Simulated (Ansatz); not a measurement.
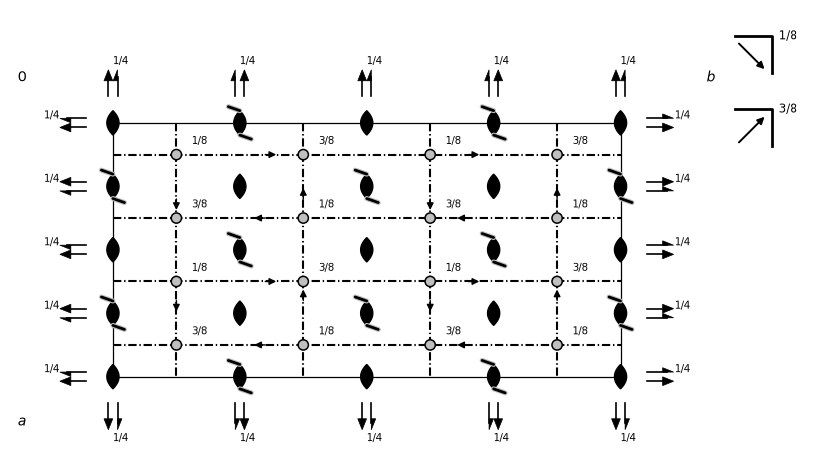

Symmetry elements of a space group, projected down c, computed from the operations of a computed or model structure of composition W, which need not be its known form.

Symbols follow the International Tables: origin at the upper left, the third axis towards the viewer; heavy, dashed, dotted, dash-dotted and dash-dot-dot lines are mirror, in-plane glide, out-of-plane glide, diagonal (n; with arrows d) and double (e) glide planes seen edge on; arrows at the rim are 2 (full head) and 2₁ (half head) axes in the plane; the corner sign is a plane parallel to the page; fractions are heights. Handed screw axes carry their printed symbol instead of tails.

Give the Hermann–Mauguin symbol and number.

Answer. Fddd, No. 70, origin choice 1; face-centred orthorhombic, point group mmm, 32 general positions a cell.

List the elements shown.

Answer. 2₁ axes along c at (0, 1/4), (0, 3/4), (1/4, 0), (1/4, 1/2), (1/2, 1/4), (1/2, 3/4), (3/4, 0), (3/4, 1/2); 2 axes along c at (0, 0), (0, 1/2), (1/4, 1/4), (1/4, 3/4), (1/2, 0), (1/2, 1/2), (3/4, 1/4), (3/4, 3/4); inversion centres at (1/8, 1/8; c height 1/8), (1/8, 3/8; c height 3/8), (1/8, 5/8; c height 1/8), (1/8, 7/8; c height 3/8), (3/8, 1/8; c height 3/8), (3/8, 3/8; c height 1/8), (3/8, 5/8; c height 3/8), (3/8, 7/8; c height 1/8), (5/8, 1/8; c height 1/8), (5/8, 3/8; c height 3/8), (5/8, 5/8; c height 1/8), (5/8, 7/8; c height 3/8), (7/8, 1/8; c height 3/8), (7/8, 3/8; c height 1/8), (7/8, 5/8; c height 3/8), (7/8, 7/8; c height 1/8); d glide planes normal to a, at x = 1/8, 3/8, 5/8, 7/8; d glide planes normal to b, at y = 1/8, 3/8, 5/8, 7/8; a d glide plane normal to c at height 1/8; a d glide plane normal to c at height 3/8; 2 axes along a at heights 0, 1/4; 2 axes along b at heights 0, 1/4; 2₁ axes along a at heights 0, 1/4; 2₁ axes along b at heights 0, 1/4. Heights repeat every half period; positions are (a, b) fractions, modulo 1.
